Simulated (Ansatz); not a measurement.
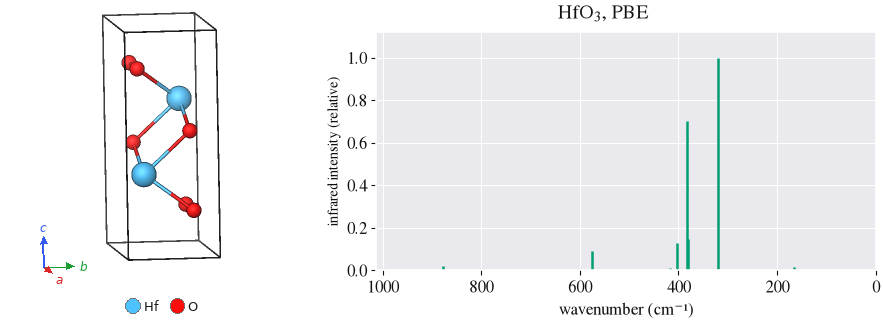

Method: infrared-active and silent optical phonons at the zone centre of an insulator with atoms at rest in the given cell, intensity summed over the level, zero macroscopic field, imaginary frequencies are negative, field response on a mesh refined by the program; PAW (Ansatz 0.2.0). Level: PBE, no spin polarisation.

wave cutoff 420 eV; k mesh 6×8×4; occupations fixed; pressure 0 GPa.

Structure:
```
Hf O
1.0
     4.08445    0.00000    0.04902
     0.00000    3.23836    0.00000
    -0.86978    0.00000    7.84876
Hf O
2 6
Cartesian
  0.5720 2.4288 5.0986
  2.6426 0.8096 2.7991
  3.4086 2.4288 1.6208
  -0.1940 0.8096 6.2770
  0.5905 0.8096 3.6063
  2.6242 2.4288 4.2915
  1.3075 0.8096 6.2987
  1.9072 2.4288 1.5991
```

Figure. Infrared spectrum of the zone-centre phonons for HfO₃, space group P2_1/m (No. 11) (cell built by us, not taken from a database). The spectrum is scaled to its strongest line. These are zero-field (TO) frequencies; inactive modes don't show. The conventional cell is drawn beside the plot.

The strongest infrared line is at 320.3 cm⁻¹, followed by 382.8 (70 % of it), 380.8 (15 % of it) and 403.7 (13 % of it).

Keep in mind: weakly bound, no dispersion correction.
